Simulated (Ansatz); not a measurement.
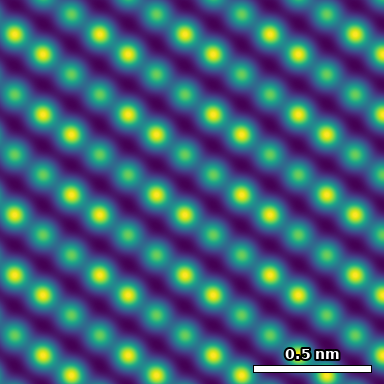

HAADF-like image of a crystal. Simulated incoherent Z contrast: every atom adds Z^1.8 spread by a probe of 1.06 Å full width; channelling and multiple scattering are left out. The probe carries 25 % of its weight in a tail 2.5 times as wide.

> Measure the repeat of the pattern.

The pattern repeats on a centred rectangular net of 4.3 × 6.0 Å.

> What is the plane group of the image?

c2mm: perpendicular mirror lines on a centred net, with further twofold points between them.

> How many columns does the smallest repeating cell hold, and how many levels of brightness?

4 columns in the primitive cell of 12.9 Å², with 2 levels of brightness (about 100, 75 % of the brightest, counted from the darkest point).

The crystal is NiGe (Fd-3m, No. 227) seen along [110]. Structure: the geometry relaxed with Ansatz 0.2.0, DFT PBE, scalar-relativistic, plane waves, PAW; the starting structure was generated, so it need not be a known form of this composition.
